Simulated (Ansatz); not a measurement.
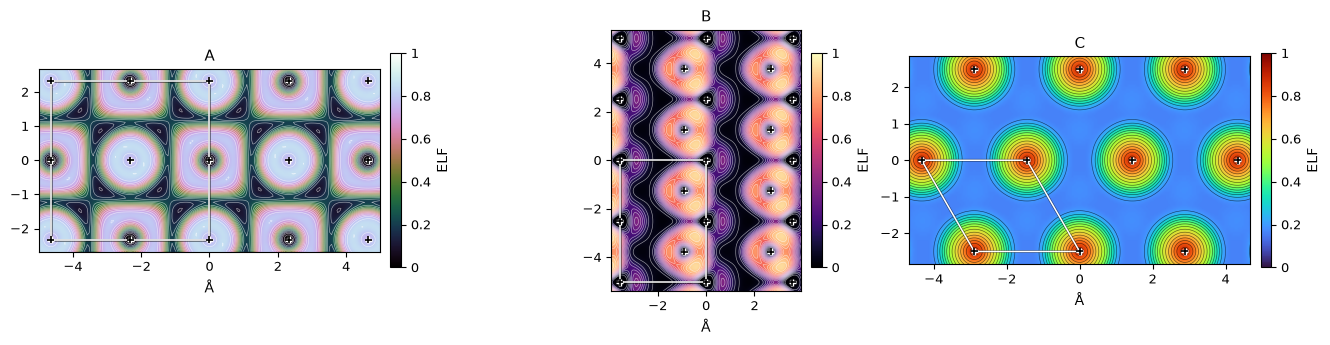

The ELF of 3 systems, each on a plane through atoms (crosses mark nuclei in the plane).

Level of theory: Ansatz 0.2.0, DFT, PBE, PAW with Ansatz's default frozen-core files, scalar-relativistic.

System 1: BN, the (101) plane of the conventional cell. Space group F-43m; computed pressure about 20 GPa in this cell.

System 2: HfC, the (010) plane of the conventional cell. Space group Fm-3m.

System 3: Ag, the (001) plane of the conventional cell. Space group P6₃/mmc.

```xyz
4
Lattice="2.8862 0.0000 0.0000 -1.4431 2.4995 0.0000 0.0000 0.0000 10.0000" Properties=species:S:1:pos:R:3 pbc="T T T"
Ag    0.0000    1.6664    2.5000
Ag    1.4431    0.8332    7.5000
Ag    0.0000    0.0000    0.0000
Ag    0.0000    0.0000    5.0000
```

Match each panel to its system.

Answer. Panel A is system 2, HfC: the plane holds Hf and C. Hf–C (2.32 Å): the ELF peaks at about 0.80 in the valence shell of C, 0.7 Å from its nucleus, and is about 0.25 at the midpoint; no shared electron pair shows on this line. Panel B is system 1, BN: the plane holds B and N. B–N (1.54 Å): the ELF peaks at about 0.95 between the atoms (a polar covalent bond). Panel C is system 3, Ag: the plane holds Ag. Ag–Ag (2.89 Å): the ELF is about 0.15 at the midpoint (no localised pair shows between them).
